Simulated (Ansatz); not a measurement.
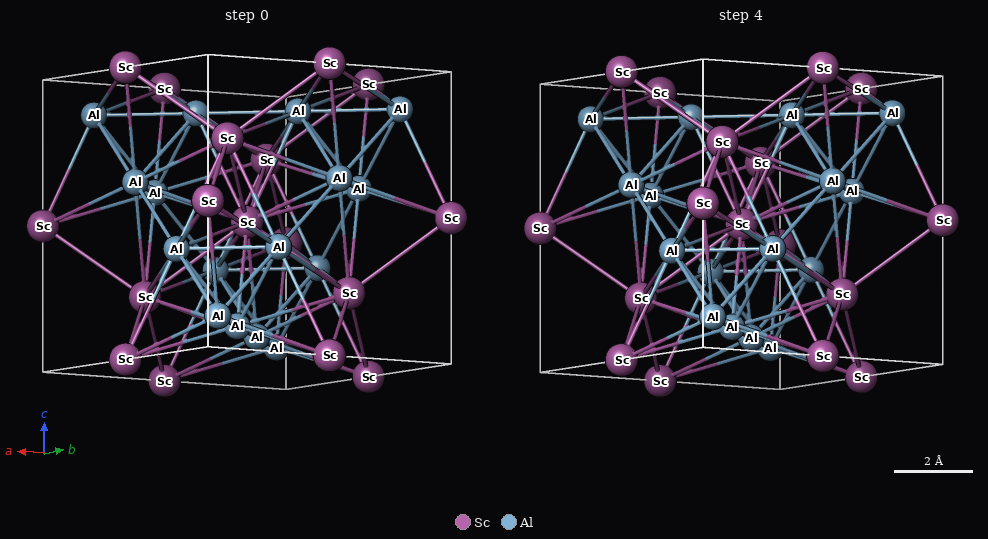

The structure of a crystal of ScAl2 (set up in Fd-3m) before (left) and after (right) a relaxation, at one scale.

Style: ball-and-stick. Shown: the conventional cell (4 times the calculation's cell), from a free direction. Lengths and directions refer to the drawn axes.

Case: relaxed functional: LDA.

Method: Ansatz, DFT LDA, scalar-relativistic, plane waves, PAW.

Input file:
```yaml
crystal:
  lattice:
    - [0.0, 3.7776526849, 3.7776526849]
    - [3.7776526849, 0.0, 3.7776526849]
    - [3.7776526849, 3.7776526849, 0.0]
  atoms:
    - { symbol: Sc, position: [0.5, 0.5, 0.5] }
    - { symbol: Sc, position: [0.75, 0.75, 0.75] }
    - { symbol: Al, position: [0.125, 0.125, 0.125] }
    - { symbol: Al, position: [0.625, 0.125, 0.125] }
    - { symbol: Al, position: [0.125, 0.625, 0.125] }
    - { symbol: Al, position: [0.125, 0.125, 0.625] }
basis:
  ecutwfc: 420
kpoints:
  mp_grid: { grid: [8, 8, 8] }
hamiltonian:
  xc: lda
scf:
  occupations: { method: gaussian, width: 0.1 }
output:
  forces: true
  stress: true
  eigenvalues: true
relax:
  adjacent_minimum: "off"
  f_tol: 0.01
  max_steps: 60
  cell: { stress_tol: 0.05 }
```

Launched with:
```bash
ansatz run input.yaml --threads 1 --pin off --max-ram 2560MiB --backend cpu --events-out ev --progress --plain --runs-dir out
```

### Summarise the run.

The energy falls by 8.8 meV per atom in 3 accepted moves (4 points after the start). All forces vanish by symmetry, so only the cell relaxes. Pressure: −3.72 GPa at the start and −0.02 GPa at the end. The SCF was repeated once at an unchanged geometry on a basis and grid sized afresh for the cell, which shifted the energy by 0.1 meV per atom at most. No atom moves by more than 0.005 Å relative to the cell. The drawn cell changes as follows: a = b = c 7.555 → 7.452 Å (−1.4 %); the volume changes by −4.1 %. Near-neighbour distances that change, for instance: Sc1–Sc2 3.272 → 3.227 Å, Sc1–Al3 3.132 → 3.089 Å, Al3–Al4 2.671 → 2.635 Å. The space group stays Fd-3m (No. 227). Cost: 65 s on 1 thread of AMD EPYC (Zen 3), with other jobs on the host, peak memory 0.4 GiB.
